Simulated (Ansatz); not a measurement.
Given this structure:

```xyz
2
Lattice="2.9881 0.0000 0.0000 0.0000 2.9881 0.0000 0.0000 0.0000 2.9881" Properties=species:S:1:pos:R:3 pbc="T T T"
Ti    1.4940    1.4940    1.4940
Ni    0.0000    0.0000    0.0000
```

Question: Before looking at a picture, describe the arrangement of atoms.

Answer: It has the composition TiNi. The lattice is primitive cubic and the space group Pm-3m (No. 221). Type of structure: caesium chloride (CsCl, B2) type. One cell contains 1 Ti, 1 Ni, 2 atoms in all. Ti is coordinated by eight Ni in a cubic arrangement at 2.59 Å. The coordination shell of Ni holds eight Ti in a cubic arrangement at 2.59 Å. Not all metal-metal contacts are counted. The bonds build a three-dimensional framework.

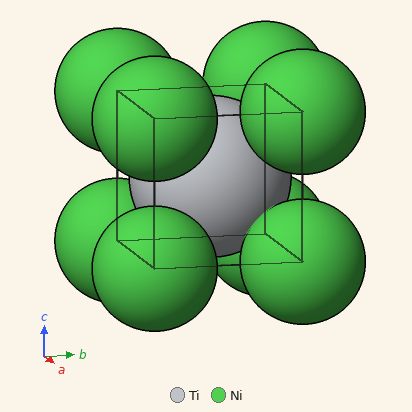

The image is a space-filling drawing of a crystal, viewed slightly off an axis. Lines trace the edges of the conventional unit cell. Colours: titanium light grey, nickel green.

The cell started as a structure listed in the Materials Project. Earlier steps of the study may have refined or changed the cell and positions. It was the input of a calculation with Ansatz.
